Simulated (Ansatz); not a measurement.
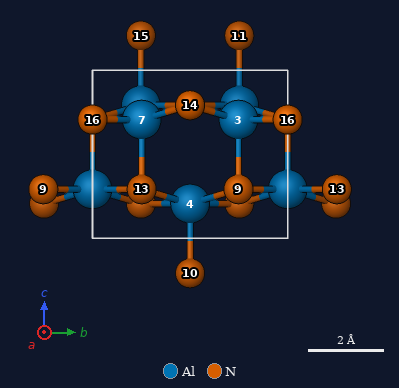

Starting structure of a crystal of AlN (a generated structure, set up in P4_2/nmc) (coarse preliminary run). A ball-and-stick model of the cell of the calculation, seen along the a axis.

Method: Ansatz, DFT PBE, scalar-relativistic, plane waves, PAW.

Input file:
```yaml
crystal:
  lattice:
    - [5.24702129, 0.0, 0.0]
    - [0.0, 5.24702129, 0.0]
    - [0.0, 0.0, 4.51562946]
  atoms:
    - { symbol: Al, position: [0.5, 0.7519741, 0.79270727] }
    - { symbol: Al, position: [0.7480259, 0.0, 0.29270727] }
    - { symbol: Al, position: [0.0, 0.7480259, 0.70729273] }
    - { symbol: Al, position: [0.7519741, 0.5, 0.20729273] }
    - { symbol: Al, position: [0.5, 0.2480259, 0.79270727] }
    - { symbol: Al, position: [0.2519741, 0.0, 0.29270727] }
    - { symbol: Al, position: [0.0, 0.2519741, 0.70729273] }
    - { symbol: Al, position: [0.2480259, 0.5, 0.20729273] }
    - { symbol: "N", position: [0.0, 0.7480259, 0.29270727] }
    - { symbol: "N", position: [0.7519741, 0.5, 0.79270727] }
    - { symbol: "N", position: [0.5, 0.7519741, 0.20729273] }
    - { symbol: "N", position: [0.7480259, 0.0, 0.70729273] }
    - { symbol: "N", position: [0.0, 0.2519741, 0.29270727] }
    - { symbol: "N", position: [0.2480259, 0.5, 0.79270727] }
    - { symbol: "N", position: [0.5, 0.2480259, 0.20729273] }
    - { symbol: "N", position: [0.2519741, 0.0, 0.70729273] }
basis:
  ecutwfc: 420
kpoints:
  mp_grid: { grid: [4, 4, 4] }
hamiltonian:
  xc: pbe
scf:
  occupations: { method: gaussian, width: 0.1 }
  lower_state_search: "off"
output:
  forces: true
  stress: true
  eigenvalues: true
relax:
  adjacent_minimum: "off"
  f_tol: 0.04
  max_steps: 70
  cell: { stress_tol: 0.4 }
```

Launched with:
```bash
ansatz run input.yaml --threads 1 --pin off --max-ram 2560MiB --backend cpu --events-out ev --progress --plain --runs-dir out
```

### Where does the relaxation end?

The energy falls by 322 meV per atom in 7 accepted moves (9 points after the start). Largest force component: 1.6 eV/Å at the start, 0.0066 eV/Å at the end. The pressure goes from 54.03 to 0.22 GPa. At 2 points the geometry stayed and the basis and grid were re-selected for the new cell (energy shift of 12.4 meV per atom at most each time). The largest moves relative to the cell, 0.17 Å, are those of 16 atoms (Al1, Al2, Al3, Al4 and others). Al8 goes along +c. By element the largest moves are Al 0.17 Å, N 0.17 Å. Cell: a = b 5.247 → 5.753 Å (+9.7 %), c 4.516 → 4.071 Å (−9.8 %). Volume +8.4 %. Among the contacts that change: Al1–N11 2.644 → 2.036 Å, Al1–N10 1.870 → 2.034 Å, Al1–N11 (another image) 1.872 → 2.035 Å, Al1–N12 1.880 → 2.034 Å. New bonds form: Al1–N11 (2.64 → 2.04 Å), Al2–N12 (2.64 → 2.04 Å), Al3–N9 (2.64 → 2.04 Å), Al4–N10 (2.64 → 2.04 Å). Bond angles that change, for instance: N9–Al3–N10 101.8° → 90.0°, Al1–N12–Al2 101.8° → 90.0°, N10–Al3–N16 168.2° → 180.0°. The space group (tolerance 0.01 Å) goes from P4_2/nmc (No. 137) to Fm-3m (No. 225). The run took 88 s on 1 thread of Arm Neoverse V1, with other jobs on the host, peak memory 0.41 GiB.

Step by step:

```tsv
step	E − E(0), meV/atom	largest force component, eV/Å	pressure, GPa	volume, Å³/atom	note
0	0.00	1.6346	54.03	7.770	
1	-145.18	0.8048	27.84	8.281	
2	-217.13	0.4553	4.14	8.837	
3	-254.57	0.5384	-3.58	8.764	
4	-300.48	0.4249	-1.30	8.456	
5	-309.12	0.0212	-0.27	8.382	
6	-309.25	0.0010	0.05	8.375	
7	-321.60	0.0011	1.75	8.375	same geometry, new basis
8	-322.15	0.0066	0.22	8.423	
9	-322.37	0.0066	0.22	8.423	same geometry, new basis
```

The structure at the end:

```
Al N
1.0
     5.75349    0.00000    0.00000
     0.00000    5.75349    0.00000
     0.00000    0.00000    4.07138
Al N
8 8
Direct
  0.50000 0.75000 0.74996
  0.75000 0.00000 0.24996
  0.00000 0.75000 0.75004
  0.75000 0.50000 0.25004
  0.50000 0.25000 0.74996
  0.25000 0.00000 0.24996
  0.00000 0.25000 0.75004
  0.25000 0.50000 0.25004
  0.00000 0.74997 0.25010
  0.75003 0.50000 0.75010
  0.50000 0.75003 0.24990
  0.74997 0.00000 0.74990
  0.00000 0.25003 0.25010
  0.24997 0.50000 0.75010
  0.50000 0.24997 0.24990
  0.25003 0.00000 0.74990
```

After the run, drawn alike:

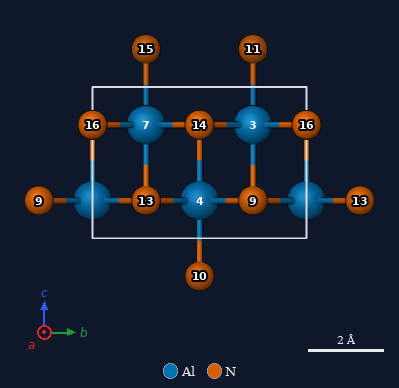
